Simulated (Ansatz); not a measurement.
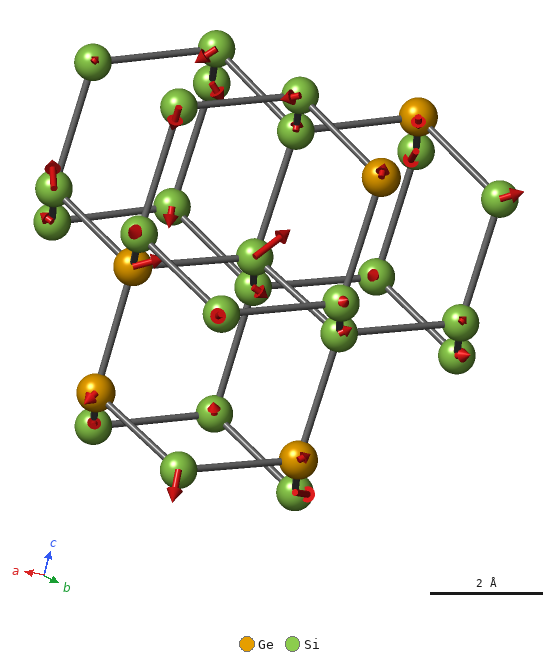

This is a relaxation of crystalline Ge$_{24}$Si$_{104}$ (a generated structure, set up in P1). The starting structure is drawn; red arrows show the displacements, magnified 10 times.

The picture is a ball-and-stick view of the atoms within 5.0 Å of the atom that moves most (axes of the cell of the calculation), seen from a free direction.

Theory: DFT, PBEsol, PAW, plane waves in Ansatz. Settings: plane-wave cutoff 420 eV; k-point mesh 1 × 1 × 1; mesh shifted by (0.5, 0.5, 0.5); no spin polarisation; cell relaxed at fixed shape; force threshold 0.03 eV/Å; at most 80 steps.

Question: What did the optimiser do to the structure, and how much energy did it gain?

Answer: Over 3 geometry steps the energy falls by 12.8 meV per atom. Largest force component: 1.4 eV/Å at the start, 0.026 eV/Å at the end. The pressure goes from −0.18 to −0.02 GPa. The atom that moves furthest relative to the cell is a Si atom (0.089 Å roughly along [−3 0 2]). By element the largest moves are Si 0.089 Å, Ge 0.080 Å. The volume changes by −0.3 %, with a = b = c 15.497 → 15.480 Å (−0.1 %). Among the contacts that change: Ge–Si 2.301 → 2.390 Å, Ge–Si 2.344 → 2.406 Å, Si–Si 2.406 → 2.350 Å, Ge–Ge 2.379 → 2.434 Å. Bond angles that change, for instance: Si–Si–Si 107.8° → 110.5°, Ge–Si–Si 112.1° → 109.4°, Ge–Si–Si 110.6° → 108.0°. The space group stays P1 (No. 1).
